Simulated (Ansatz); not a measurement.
# Two runs on WSe2

System: WSe2 (P-3m1, 6 atoms in the cell).
Method of run 1: DFT, PBEsol, plane waves, PAW, no spin polarisation (Ansatz 0.2.0).

The structure derives from an entry of the Crystallography Open Database. Text and figures count atoms from 1; the logs count them from 0 in places.

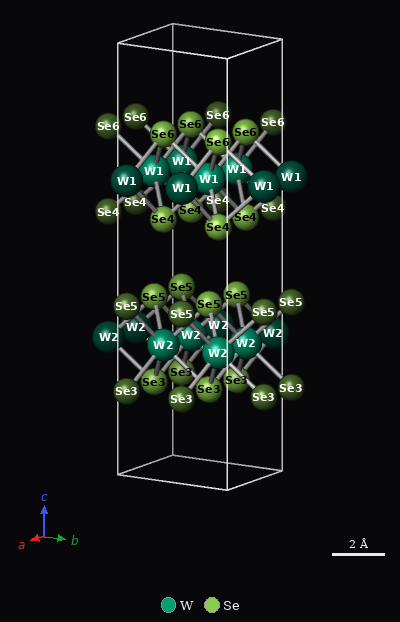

Figure 1. The structure (ball-and-stick view of the 2 × 2 repeat of the cell, with the vacuum cut short, seen slightly off an axis; neighbours outside the cell are drawn fainter; atoms are numbered from 1 in the order of the input). An atom can appear more than once, as a periodic image.

## The input, run 1
```yaml
crystal:
  lattice:
    - [-3.2711504052, 0.0, 0.0]
    - [-1.6355752026, -2.8328993505, 0.0]
    - [0.0, 0.0, 19.2206689562]
  atoms:
    - { symbol: W, position: [0.3333333333, 0.3333333333, 0.5158770353] }
    - { symbol: W, position: [0.6666666667, 0.6666666667, 0.1719590118] }
    - { symbol: Se, position: [0.3333333333, 0.3333333333, 0.0848694631] }
    - { symbol: Se, position: [0.6666666667, 0.6666666667, 0.4287874866] }
    - { symbol: Se, position: [0.3333333333, 0.3333333333, 0.2590485605] }
    - { symbol: Se, position: [0.6666666667, 0.6666666667, 0.602966584] }
basis:
  ecutwfc: 420
  xc_grid: 3
kpoints:
  mp_grid: { grid: [9, 9, 2] }
hamiltonian:
  xc: pbesol
scf:
  occupations: { method: gaussian, width: 0.05 }
output:
  forces: true
  eigenvalues: true
  stress: true
```

Command:
```bash
ansatz run input.yaml --threads 2 --pin off --max-ram 5120MiB --backend cpu --events-out ev --progress --plain --runs-dir out
```

Hardware: 2 threads of AMD EPYC (Zen 3), 64 GiB of memory available, shared host.

## Output, shortened to warnings, some set-up lines, iterations and results (run 1)
```
Basis set: ecut = 420 eV, 3545 PW (Γ), exchange–correlation on 72×72×405 points (27 copies of the dense FFT grid, shifted against one another)
Symmetry: 12 space group operations
k-points: 24 of 162
Initial density: superposition of atomic densities (neutral atoms: chi_scale 0, normalization atom), corrected by the library's trained network
[...]
SCF iter   1: F=—  HF=-42213.494447 eV  |F-HF|=—  |Δ(HF+E_count)|=         —  Δρ=4.53e-3  dr2=7.48e-2  ethr=1.77e-3  ⟨swp⟩=8.2  Hψ=5302  notcnv=0  defer=3
SCF iter   2: F=—  HF=-42213.491033 eV  |F-HF|=—  |Δ(HF+E_count)|=   3.41e-3  Δρ=2.52e-3  dr2=1.65e-2  ethr=8.13e-5  ⟨swp⟩=2.1  Hψ=2133  notcnv=0  defer=72
SCF iter   3: F=—  HF=-42213.491183 eV  |F-HF|=—  |Δ(HF+E_count)|=   1.50e-4  Δρ=1.54e-3  dr2=2.03e-3  ethr=1.79e-5  ⟨swp⟩=2.0  Hψ=1600  notcnv=0  defer=24
SCF iter   4: F=—  HF=-42213.492564 eV  |F-HF|=—  |Δ(HF+E_count)|=   1.38e-3  Δρ=3.61e-4  dr2=5.72e-4  ethr=2.21e-6  ⟨swp⟩=2.8  Hψ=2087  notcnv=0  defer=24
SCF iter   5: F=—  HF=-42213.492590 eV  |F-HF|=—  |Δ(HF+E_count)|=   2.54e-5  Δρ=9.60e-5  dr2=3.61e-5  ethr=6.22e-7  ⟨swp⟩=2.2  Hψ=1617  notcnv=0  defer=24
SCF iter   6: F=—  HF=-42213.492519 eV  |F-HF|=—  |Δ(HF+E_count)|=   7.05e-5  Δρ=3.88e-5  dr2=6.37e-6  ethr=3.92e-8  ⟨swp⟩=2.4  Hψ=2271  notcnv=0  defer=24
SCF iter   7: F=—  HF=-42213.492521 eV  |F-HF|=—  |Δ(HF+E_count)|=   2.06e-6  Δρ=1.65e-5  dr2=1.13e-6  ethr=6.93e-9  ⟨swp⟩=2.8  Hψ=2480  notcnv=0  defer=24
SCF iter   8: F=—  HF=-42213.492521 eV  |F-HF|=—  |Δ(HF+E_count)|=   2.98e-8  Δρ=4.85e-6  dr2=1.02e-7  ethr=1.23e-9  ⟨swp⟩=2.0  Hψ=1626  notcnv=0  defer=24
SCF iter   9: F=-42213.492521 eV  HF=-42213.492521 eV  |F-HF|=1.81e-9  |Δ(HF+E_count)|=   1.05e-8  Δρ=1.51e-6  dr2=6.58e-9  ethr=1.09e-10  ⟨swp⟩=8.5  Hψ=5589  notcnv=0
SCF 1 converged in 9 iterations: F = -42213.492521 eV  dr2 = 6.58e-9
SCF converged after 9 iterations
Free energy (F): -42213.492521 eV
Harris-Foulkes:  -42213.492521 eV  (|F-HF|=1.81e-9)
Internal energy: -42213.492521 eV  (E = F + TS)
E sigma→0 (E₀):  -42213.492521 eV
Fermi energy:    7.699442 eV
--- Per-component energies (eV) ---
  E_band       = -2211.223412
  E_kinetic    = 1380.030631
  E_local      = -43657.610098  (includes V_loc(G=0)·N_el)
  E_nonlocal   = -2362.134989
  E_hartree    = 21343.123928
  E_xc         = -946.061669
  E_vxc        = -872.648556  (∫ρ·V_xc dr)
  E_paw        = -24344.598593  (= ΣΔE_a)
  E_vpaw       = 614.909830  (= ΣTr[D̂ρ^β])
  E_aug_tail   = -0.002550  (compensation charges beyond the density's cutoff)
  E_ewald      = 6369.283433
  E_core_change = 4.477386  (= ΣΔE_core)
  E_smearing   = -0.000000  (= −TS)
  E_closure    = 0.000000  (closes the sum)
  Σ components = -42213.492521   (vs F -42213.492521, Δ=0.00e0)
--- Forces (eV/Å), atoms counted from 1 ---
  atom   1  W      0.00000000    -0.00000000     0.03390086
  atom   2  W     -0.00000000     0.00000000    -0.03390086
  atom   3  Se     0.00000000    -0.00000000     0.02831135
  atom   4  Se     0.00000000     0.00000000    -0.00727978
  atom   5  Se     0.00000000    -0.00000000     0.00727978
  atom   6  Se    -0.00000000     0.00000000    -0.02831135
  max |Σ_I F_I| component: 1.01e-17 eV/Å
--- Stress (GPa, compression-positive) ---
       -0.051502       0.000000       0.000000
        0.000000      -0.051502       0.000000
        0.000000       0.000000      -0.073633
  P = ⅓ Tr σ = -0.0589 GPa (-0.589 kbar)
```

For run 2 the input was changed thus:
```diff
-  xc_grid: 3
```

Predict how the results change.

The energy doesn't change within 0.01 meV per atom. The number of SCF iterations is the same.

## Output, shortened to warnings, some set-up lines, iterations and results (run 2)
```
Basis set: ecut = 420 eV, 3545 PW (Γ), exchange–correlation on 48×48×270 points (8 copies of the dense FFT grid, shifted against one another)
Symmetry: 12 space group operations
k-points: 24 of 162
Initial density: superposition of atomic densities (neutral atoms: chi_scale 0, normalization atom), corrected by the library's trained network
[...]
SCF iter   1: F=—  HF=-42213.494422 eV  |F-HF|=—  |Δ(HF+E_count)|=         —  Δρ=4.53e-3  dr2=7.48e-2  ethr=1.77e-3  ⟨swp⟩=8.2  Hψ=5302  notcnv=0  defer=3
SCF iter   2: F=—  HF=-42213.491007 eV  |F-HF|=—  |Δ(HF+E_count)|=   3.42e-3  Δρ=2.52e-3  dr2=1.65e-2  ethr=8.13e-5  ⟨swp⟩=2.1  Hψ=2133  notcnv=0  defer=72
SCF iter   3: F=—  HF=-42213.491153 eV  |F-HF|=—  |Δ(HF+E_count)|=   1.46e-4  Δρ=1.54e-3  dr2=2.03e-3  ethr=1.79e-5  ⟨swp⟩=2.0  Hψ=1600  notcnv=0  defer=24
SCF iter   4: F=—  HF=-42213.492533 eV  |F-HF|=—  |Δ(HF+E_count)|=   1.38e-3  Δρ=3.62e-4  dr2=5.73e-4  ethr=2.21e-6  ⟨swp⟩=2.7  Hψ=2066  notcnv=0  defer=24
SCF iter   5: F=—  HF=-42213.492563 eV  |F-HF|=—  |Δ(HF+E_count)|=   2.95e-5  Δρ=9.61e-5  dr2=3.61e-5  ethr=6.23e-7  ⟨swp⟩=2.2  Hψ=1657  notcnv=0  defer=24
SCF iter   6: F=—  HF=-42213.492518 eV  |F-HF|=—  |Δ(HF+E_count)|=   4.48e-5  Δρ=3.87e-5  dr2=6.34e-6  ethr=3.93e-8  ⟨swp⟩=2.4  Hψ=2267  notcnv=0  defer=24
SCF iter   7: F=—  HF=-42213.492520 eV  |F-HF|=—  |Δ(HF+E_count)|=   1.91e-6  Δρ=1.65e-5  dr2=1.11e-6  ethr=6.89e-9  ⟨swp⟩=2.8  Hψ=2481  notcnv=0  defer=24
SCF iter   8: F=—  HF=-42213.492520 eV  |F-HF|=—  |Δ(HF+E_count)|=   1.51e-8  Δρ=4.83e-6  dr2=1.01e-7  ethr=1.21e-9  ⟨swp⟩=2.0  Hψ=1626  notcnv=0  defer=24
SCF iter   9: F=-42213.492520 eV  HF=-42213.492520 eV  |F-HF|=1.80e-8  |Δ(HF+E_count)|=   2.54e-8  Δρ=1.50e-6  dr2=6.54e-9  ethr=1.09e-10  ⟨swp⟩=8.4  Hψ=5602  notcnv=0
SCF 1 converged in 9 iterations: F = -42213.492520 eV  dr2 = 6.54e-9
SCF converged after 9 iterations
Free energy (F): -42213.492520 eV
Harris-Foulkes:  -42213.492520 eV  (|F-HF|=1.80e-8)
Internal energy: -42213.492520 eV  (E = F + TS)
E sigma→0 (E₀):  -42213.492520 eV
Fermi energy:    7.699443 eV
--- Per-component energies (eV) ---
  E_band       = -2211.223389
  E_kinetic    = 1380.030634
  E_local      = -43657.610097  (includes V_loc(G=0)·N_el)
  E_nonlocal   = -2362.135002
  E_hartree    = 21343.123924
  E_xc         = -946.061669
  E_vxc        = -872.648560  (∫ρ·V_xc dr)
  E_paw        = -24344.598579  (= ΣΔE_a)
  E_vpaw       = 614.909820  (= ΣTr[D̂ρ^β])
  E_aug_tail   = -0.002550  (compensation charges beyond the density's cutoff)
  E_ewald      = 6369.283433
  E_core_change = 4.477386  (= ΣΔE_core)
  E_smearing   = -0.000000  (= −TS)
  E_closure    = 0.000000  (closes the sum)
  Σ components = -42213.492520   (vs F -42213.492520, Δ=0.00e0)
--- Forces (eV/Å), atoms counted from 1 ---
  atom   1  W      0.00000000    -0.00000000     0.03390066
  atom   2  W     -0.00000000     0.00000000    -0.03390066
  atom   3  Se     0.00000000    -0.00000000     0.02831128
  atom   4  Se     0.00000000     0.00000000    -0.00727959
  atom   5  Se     0.00000000    -0.00000000     0.00727959
  atom   6  Se    -0.00000000     0.00000000    -0.02831128
  max |Σ_I F_I| component: 7.52e-18 eV/Å
--- Stress (GPa, compression-positive) ---
       -0.051503       0.000000       0.000000
        0.000000      -0.051503       0.000000
        0.000000       0.000000      -0.073635
  P = ⅓ Tr σ = -0.0589 GPa (-0.589 kbar)
```

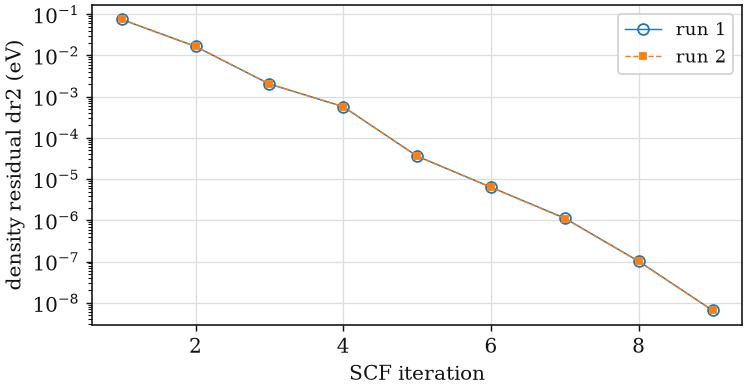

Figure 2. Convergence of the two runs: density residual dr2 against the SCF iteration. Run 1 takes 9 iterations in all, and run 2 takes 9.

## The two runs side by side

```tsv
quantity	run 1	run 2
outcome	converged	converged
free energy per atom (eV)	−7035.5821	−7035.5821
gap on the mesh (eV)	1.51	1.51
pressure (GPa)	−0.06	−0.06
largest force (eV/Å)	0.034	0.034
SCF iterations	9	9
irreducible k-points	24	24
plane waves at Γ	3545	3545
wall time (shared host)	9.6 s	9.2 s
```

For both runs: Spin–orbit coupling is left out, which matters for W.
